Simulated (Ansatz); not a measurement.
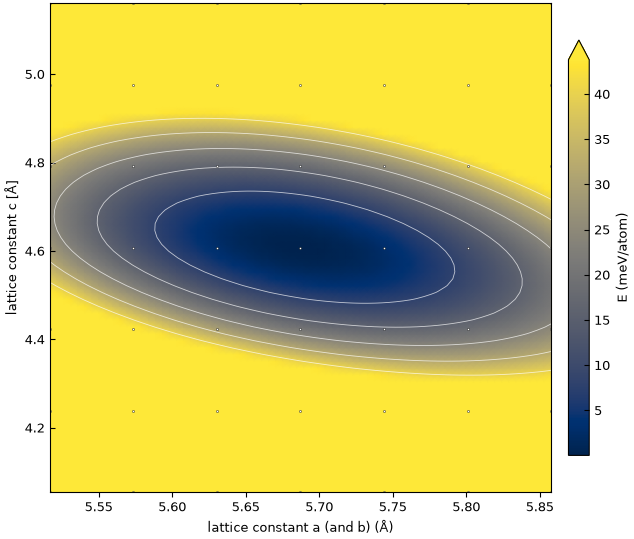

Ti₃Al (P6_3/mmc, No. 194; 8 atoms in the cell). The energy is mapped over the lattice constants a and c of the conventional cell. First axis: lattice constant a (and b). Second axis: lattice constant c. Nothing is relaxed (fractional coordinates fixed). The scan uses a 7 × 7 grid. Points are written as (first, second). All energies are given in meV/atom relative to the lowest grid point. Method: DFT PBEsol, scalar-relativistic, plane waves, PAW (Ansatz 0.2.0). Settings: cutoff 520 eV, k-mesh 9×9×10 in the order of the run's cell vectors, gaussian smearing 0.15 eV, no spin polarisation.

Drawn: a smooth colour map with a few white contour lines, dots at the grid points, one colour for all values above the top of the scale. Between grid points the surface is interpolated.

Estimate the position of the minimum and the force constants in these coordinates.

The interpolated minimum is at lattice constant a (and b) ≈ 5.687 Å, lattice constant c ≈ 4.607 Å. The curvatures there are about 14 eV/Å² and 9.4 eV/Å², with a cross term of about 4.3 eV/Å² (per cell of 8 atoms). Round the minimum the valley is somewhat tilted: raising lattice constant a (and b) shifts the best value of lattice constant c downwards (coupling k₁₂/√(k₁₁k₂₂) about 0.4).

PAW datasets: the set soft_1.
